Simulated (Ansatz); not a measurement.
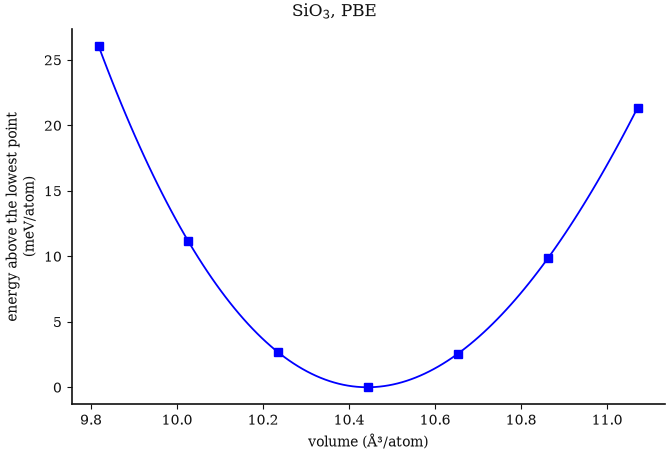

The picture above shows the energy above the lowest point against volume for SiO₃, space group Pm-3m (No. 221) (one of a set of cubic test structures, which need not be the stable phase).

How it was computed, with Ansatz 0.2.0 development build: equation of state of a cubic crystal from periodic Kohn-Sham density functional theory without spin, third-order Birch-Murnaghan fit to the free energies; pressure corrected for the finite basis. Level: PBE.

structure type ReO3; atoms in cell 4; space group number 221; lattice centring simple cubic; k mesh 31×31×31; occupation method Fermi–Dirac; occupation width 0.06123 eV; wave cutoff 420 eV; datasets soft-1 PAW; density tolerance 1e−07 eV; bands 15; density cutoff ratio 4; search for lower states default.

Give the fitted equation-of-state parameters.

A third-order Birch–Murnaghan fit gives V0 = 10.44 Å³/atom, B0 = 200 GPa and B′ = 4.2.

Limits of the calculation: cubic model structure, not the ambient form.
